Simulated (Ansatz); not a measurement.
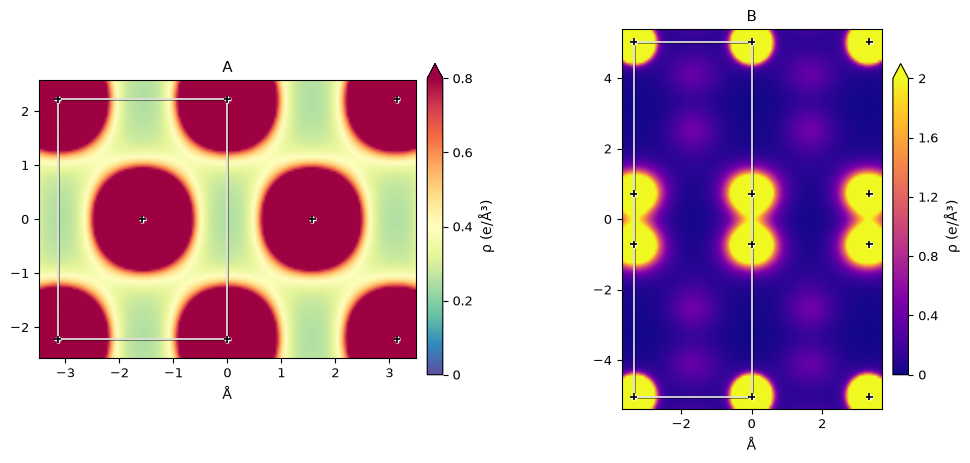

The valence electron density of 2 systems, each on a plane through atoms (crosses mark nuclei in the plane).

Theory: Ansatz, DFT r2SCAN, scalar-relativistic, plane waves, PAW.

System 1: Mo, the (110) plane of the conventional cell. Space group Im-3m; computed pressure about 2 GPa in this cell; computed without spin polarisation.

```
Mo
1.0
     3.14200    0.00000    0.00000
     0.00000    3.14200    0.00000
     0.00000    0.00000    3.14200
Mo
2
Direct
  0.00000 0.00000 0.00000
  0.50000 0.50000 0.50000
```

System 2: MgO$_{2}$, the (010) plane of the conventional cell. Space group R-3m; a structure from a database of computed crystals, not necessarily the ambient phase; changed on purpose from its base cell (strain +0.040 along x and y, -0.040 along z, atoms carried along); not relaxed (largest force 1.6 eV/Å); computed pressure about −5 GPa in this cell.

> Match each panel to its system.

Panel A is system 1, Mo: the plane holds Mo. Mo–Mo (2.72 Å): the density is about 0.38 e/Å³ at the midpoint. Panel B is system 2, MgO$_{2}$: the plane holds Mg and O. O–O (1.43 Å): the density is about 2 e/Å³ at the midpoint.
